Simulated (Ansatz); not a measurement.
## Run report: CuO, geometry relaxation (part 2 of 2)

CuO (4 atoms in the cell); DFT r2SCAN, scalar-relativistic, plane waves, PAW, no spin polarisation (Ansatz 0.2.0); cutoff 500 eV, 14×14×8 k-mesh, Gaussian smearing of 0.1 eV. The structure derives from a Materials Project entry. It belongs to a series of runs on one base structure; here: relaxed functional: r2SCAN.

Geometry of the input (Å; fractional positions):
```
2.8795  0.0000  0.0000
0.0391  2.8793  0.0000
0.0175  0.0172  5.1763
Cu 0.5000  0.0000  0.5000
Cu -0.0000  0.5000  0.0000
O  0.0016  0.9983  0.2501
O  0.9984  0.0017  0.7499
```

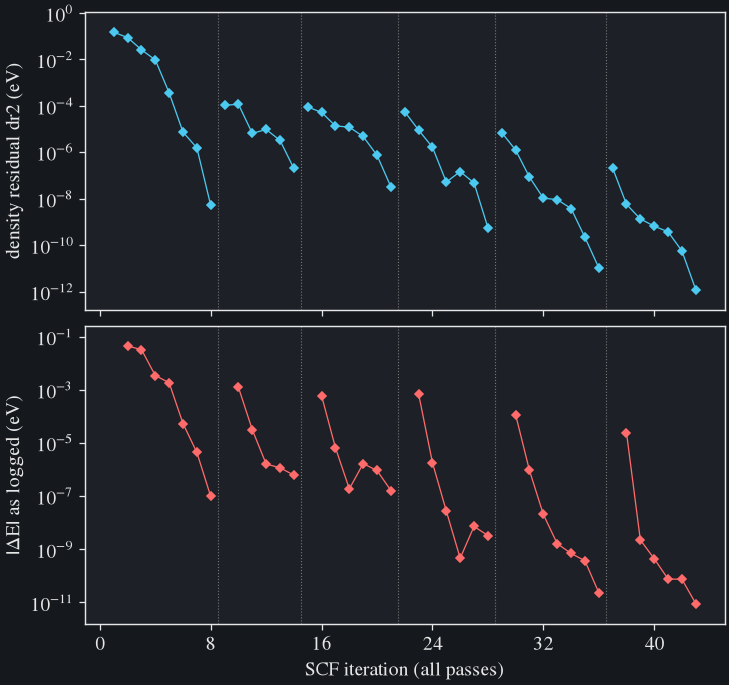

Figure 1. Convergence of the self-consistent field: density residual dr2 and size of the energy change against the SCF iteration. The dotted lines part the SCF passes of the relaxation: geometry steps, rejected trials and re-solves on a re-selected basis. The 6 passes take 6 to 8 iterations each, 43 in all.

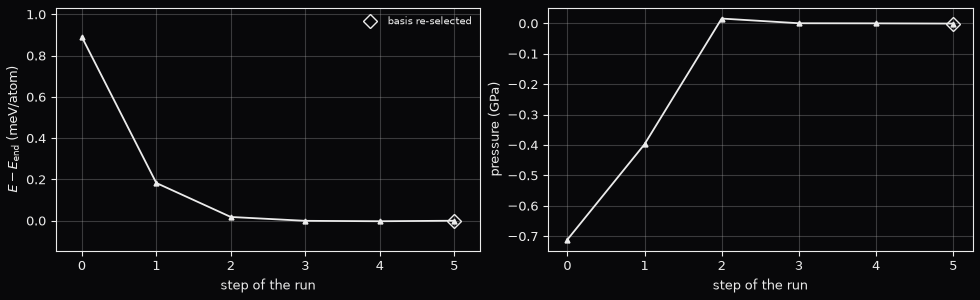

Figure 2. Progress of the relaxation, step by step (the first geometry is step 0 here and step 1 in the log).

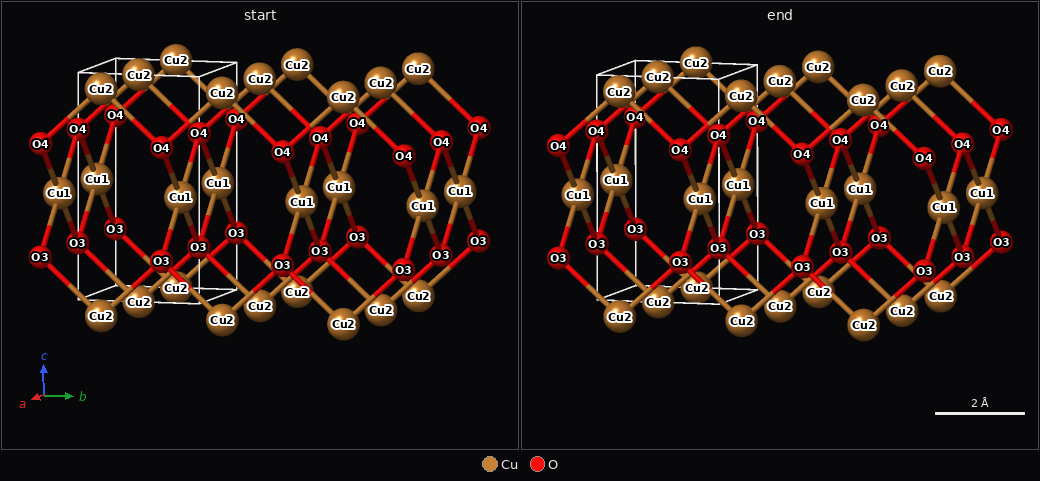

Figure 3. Before (left) and after (right) the relaxation, at one scale (ball-and-stick view of the cell of the calculation, repeated 2 × 3 × 1, seen slightly off an axis). The largest moves relative to the cell, 0.006 Å, are those of O3 and O4. Cu stays in place. The drawn cell changes at constant volume: a = b 2.880 → 2.893 Å (+0.5 %), c 5.176 → 5.126 Å (−1.0 %), α 89.8° → 90.0°, β 89.8° → 90.0°, γ 89.2° → 90.0°. The space group (tolerance 0.01 Å) goes from C2/c (No. 15) to P4_2/mmc (No. 131). Over 4 geometry steps the energy falls by 0.9 meV per atom. Largest force component: 0.0092 eV/Å at the start, 0.00028 eV/Å at the end. Pressure: −0.71 GPa at the start and 0.00 GPa at the end. A last SCF at the same geometry on a re-selected plane-wave basis shifts the energy by +0.0 meV per atom. (Atoms are counted from 1 in the order of the input.)

```
basis re-selected at this cell: Δ(F+E_penalty+E_count) = +9.359e-6 eV, ΔP = -0.001 GPa vs the last step (what re-selecting the basis moved, of the pressure what is left beyond the Pulay correction that the steps carried, after the strain that the cell walked since its last selection, with what the two solves' SCF thresholds leave and, on support functions, any second-order correction that the steps lacked; it is no measure of the basis error at this ecutwfc). This SCF's stress stands 9.54e-3 GPa from its target on what of the cell is left free (relax.cell.stress_tol is 5.00e-2 GPa) and its largest allowed force component is 2.76e-4 eV/Å (relax.f_tol is 1.00e-2 eV/Å): within both
SCF converged after 7 iterations
Free energy (F): -14397.290979 eV
Harris-Foulkes:  -14397.290979 eV  (|F-HF|=0.00e0)
Internal energy: -14397.278446 eV  (E = F + TS)
E sigma→0 (E₀):  -14397.284712 eV
Entropy (-TS):   -0.012534 eV (-3.133 meV/atom)
Fermi energy:    11.305635 eV
--- Per-component energies (eV) ---
  E_band       = -968.203612
  E_kinetic    = 944.170750
  E_local      = -10056.190202  (includes V_loc(G=0)·N_el)
  E_nonlocal   = 885.469683
  E_hartree    = 4364.600797
  E_xc         = -311.752682
  E_vxc        = -455.814389  (∫ρ·V_xc dr)
  E_paw        = -3670.863584  (= ΣΔE_a)
  E_vpaw       = -1045.539956  (= ΣTr[D̂ρ^β])
  E_aug_tail   = 0.002375  (compensation charges beyond the density's cutoff)
  E_vtau       = 30.496655  (kinetic-family band-sum trace: ∫τ·v_τ [+ j·A + Jᵃ·Aᵃ] dr)
  E_ewald      = -6552.049486
  E_core_change = -0.666098  (= ΣΔE_core)
  E_smearing   = -0.012534  (= −TS)
  E_closure    = -0.000000  (closes the sum)
  Σ components = -14397.290979   (vs F -14397.290979, Δ=0.00e0)
--- Forces (eV/Å), atoms counted from 1 ---
  atom   1  Cu     0.00000000     0.00000000     0.00000000
  atom   2  Cu     0.00000000     0.00000000     0.00000000
  atom   3  O      0.00017087    -0.00025222     0.00027605
  atom   4  O     -0.00017087     0.00025222    -0.00027605
  max |Σ_I F_I| component: 0.00e0 eV/Å
--- Stress (GPa, compression-positive) ---
        0.000842      -0.002543      -0.003691
       -0.002542       0.003778      -0.004398
       -0.003691      -0.004397      -0.006009
  P = ⅓ Tr σ = -0.0005 GPa (-0.005 kbar)
--- Band table (eV; the first three rows and the last of 788) ---
  k-point 0: bands = ["-105.4772", "-105.4768", "-61.4106", "-61.4103", "-61.3831", "-61.3765", "-61.0982", "-61.0981", "-10.0031", "-8.6739", "2.5769", "5.4253", "5.4264", "7.2229", "7.4544", "7.4546", "7.6611", "7.9075", "8.3763", "8.6090", "8.6122", "8.6126", "8.6999", "9.0342", "11.9688", "11.9702", "13.0156", "17.8333", "19.1016", "25.2758"]
  k-point 1: bands = ["-105.4772", "-105.4768", "-61.4106", "-61.4103", "-61.3828", "-61.3767", "-61.0982", "-61.0981", "-9.9606", "-8.7354", "2.7350", "5.4330", "5.4340", "7.1847", "7.3613", "7.3614", "7.5965", "7.6623", "8.4711", "8.6124", "8.6964", "8.7525", "8.7530", "8.9974", "11.8983", "11.8996", "13.2307", "17.3264", "19.7431", "25.3235"]
  k-point 2: bands = ["-105.4772", "-105.4769", "-61.4106", "-61.4103", "-61.3821", "-61.3775", "-61.0982", "-61.0981", "-9.8368", "-8.9041", "3.1895", "5.4526", "5.4534", "6.6334", "7.1839", "7.1841", "7.4329", "7.6602", "8.5509", "8.6222", "8.6865", "8.9005", "9.0582", "9.0588", "11.7131", "11.7142", "13.7603", "16.5640", "20.8892", "25.4694"]
  k-point 787: bands = ["-105.4758", "-105.4756", "-61.4237", "-61.4234", "-61.3773", "-61.3771", "-61.1087", "-61.1086", "-8.5967", "-8.5967", "4.9432", "4.9434", "5.0297", "5.0298", "5.3988", "5.3989", "8.0608", "8.0609", "8.6077", "8.6079", "9.0851", "9.0851", "9.6633", "9.6634", "10.8260", "10.8261", "15.4754", "15.4755", "22.7526", "22.7530"]
--- Relaxed structure (5 steps of the walk, 5 accepted, 1 SCFs on fresh bases) ---
  F+E_penalty+E_count = -14397.29097926 eV   max|allowed force component| = 2.760e-4 eV/Å   (the final SCF, on the basis selected at the relaxed cell)
  cell:  # Å, volume = 42.9155 Å³
    - [2.8933985634169974, -0.01889958958300227, -0.0045374745894817435]
    - [0.020363202562475664, 2.8933475218852935, -0.004520254633018755]
    - [0.009309841111913252, 0.00920008663997589, 5.126048022005713]
  atoms:
    - { symbol: Cu, position: [0.49999999999999994, -2.168404344971009e-19, 0.5] }
    - { symbol: Cu, position: [-2.9879087214395444e-19, 0.5, 5.421010862427522e-20] }
    - { symbol: O, position: [8.210249194111753e-5, 0.9999192791453625, 0.24999737464620644] }
    - { symbol: O, position: [0.9999178975080586, 8.072085463749733e-5, 0.7500026253537937] }
```

### Trajectory as extended XYZ (Å, eV, eV/Å), 6 frames, from step=1 to step=6
```
4
Lattice="2.8795 0.0000 0.0000 0.0391 2.8793 0.0000 0.0175 0.0172 5.1763" Properties=species:S:1:pos:R:3:forces:R:3 step=1 energy=-14397.28742 pressure_GPa=-0.71
Cu    1.4485    0.0086    2.5882    0.0000   0.0000   0.0000
Cu    0.0195    1.4396    0.0000    0.0000   0.0000   0.0000
O     0.0479    2.8788    1.2947   -0.0043   0.0059  -0.0092
O     2.8881    0.0177    3.8817    0.0043  -0.0059   0.0092
4
Lattice="2.8884 -0.0015 -0.0003 0.0377 2.8887 -0.0003 0.0170 0.0168 5.1467" Properties=species:S:1:pos:R:3:forces:R:3 step=2 energy=-14397.29025 pressure_GPa=-0.40
Cu    1.4527    0.0077    2.5732    0.0000   0.0000   0.0000
Cu    0.0189    1.4443   -0.0001    0.0000   0.0000   0.0000
O     0.0461    2.8884    1.2867   -0.0034   0.0047  -0.0060
O     2.8970    0.0156    3.8594    0.0034  -0.0047   0.0060
4
Lattice="2.8933 -0.0048 -0.0010 0.0345 2.8935 -0.0009 0.0158 0.0157 5.1255" Properties=species:S:1:pos:R:3:forces:R:3 step=3 energy=-14397.29091 pressure_GPa=0.02
Cu    1.4545    0.0055    2.5623    0.0000   0.0000   0.0000
Cu    0.0172    1.4468   -0.0005    0.0000   0.0000   0.0000
O     0.0419    2.8938    1.2806   -0.0020   0.0027  -0.0017
O     2.9017    0.0107    3.8431    0.0020  -0.0027   0.0017
4
Lattice="2.8934 -0.0148 -0.0034 0.0244 2.8933 -0.0034 0.0113 0.0112 5.1260" Properties=species:S:1:pos:R:3:forces:R:3 step=4 energy=-14397.29098 pressure_GPa=0.00
Cu    1.4524   -0.0018    2.5613    0.0000   0.0000   0.0000
Cu    0.0122    1.4467   -0.0017    0.0000   0.0000   0.0000
O     0.0285    2.8949    1.2781   -0.0002   0.0003  -0.0001
O     2.9007   -0.0052    3.8411    0.0002  -0.0003   0.0001
4
Lattice="2.8934 -0.0189 -0.0045 0.0204 2.8933 -0.0045 0.0093 0.0092 5.1260" Properties=species:S:1:pos:R:3:forces:R:3 step=5 energy=-14397.29099 pressure_GPa=0.00
Cu    1.4514   -0.0049    2.5608    0.0000   0.0000   0.0000
Cu    0.0102    1.4467   -0.0023    0.0000   0.0000   0.0000
O     0.0229    2.8954    1.2770    0.0002  -0.0003   0.0003
O     2.9001   -0.0118    3.8400   -0.0002   0.0003  -0.0003
4
Lattice="2.8934 -0.0189 -0.0045 0.0204 2.8933 -0.0045 0.0093 0.0092 5.1260" Properties=species:S:1:pos:R:3:forces:R:3 step=6 energy=-14397.29098 pressure_GPa=-0.00
Cu    1.4514   -0.0049    2.5608    0.0000   0.0000   0.0000
Cu    0.0102    1.4467   -0.0023    0.0000   0.0000   0.0000
O     0.0229    2.8954    1.2770    0.0002  -0.0003   0.0003
O     2.9001   -0.0118    3.8400   -0.0002   0.0003  -0.0003
```

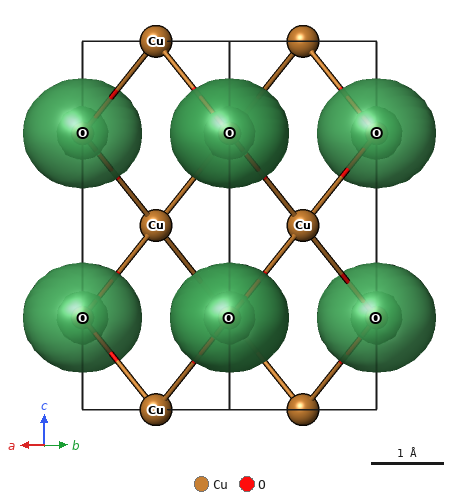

Figure 4. Isosurface of the ELF at 0.7 (green), seen along [110]. Only the valence region is drawn (cores and ρ < 0.01 e/Å³ removed). Sticks mark near contacts. The outline is the cell set on symmetry axes. Along the contacts the grid gives the following. Cu–O (1.93 Å): the ELF is about 0.20 at the midpoint; a polar contact without a shared pair, in a metal. In a PAW calculation such maps are meaningful between the atoms, not at the nuclei.

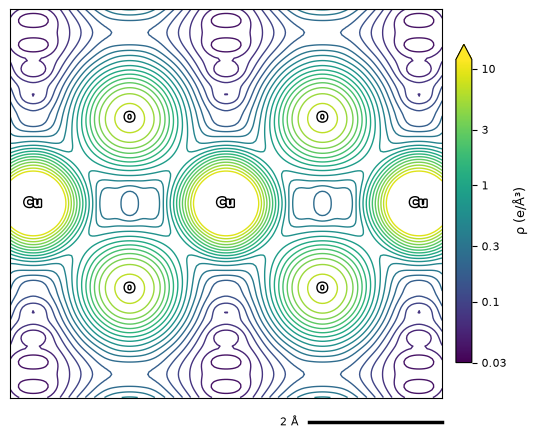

Figure 5. Valence pseudo-density on the (100) plane of the conventional cell. Cu–O (1.93 Å): the density is about 0.67 e/Å³ at the midpoint. Away from the nuclei the density in this plane falls to 0.03 e/Å³ at its lowest.

### Summary

```json
{"quantity": "outcome", "value": "converged"}
{"quantity": "space group (tolerance 0.01 Å)", "value": "C2/c (15) → P4₂/mmc (131)"}
{"quantity": "electrons treated", "value": "50"}
{"quantity": "free energy", "value": "−14397.2910 eV"}
{"quantity": "Fermi energy", "value": "11.306 eV"}
{"quantity": "gap on the k-point mesh", "value": "none (metallic)"}
{"quantity": "pressure", "value": "0.00 GPa"}
{"quantity": "final volume", "value": "42.92 Å³"}
{"quantity": "largest force (length of the vector) at the end", "value": "under 0.001 eV/Å"}
{"quantity": "final cell", "value": "a = 2.893 Å, b = 2.893 Å, c = 5.126 Å, α = 89.99°, β = 89.99°, γ = 89.97°"}
{"quantity": "wall time", "value": "5.3 min"}
{"quantity": "peak memory", "value": "1.3 GiB"}
```

The run has no spin polarisation, so a magnetic state may lie lower.
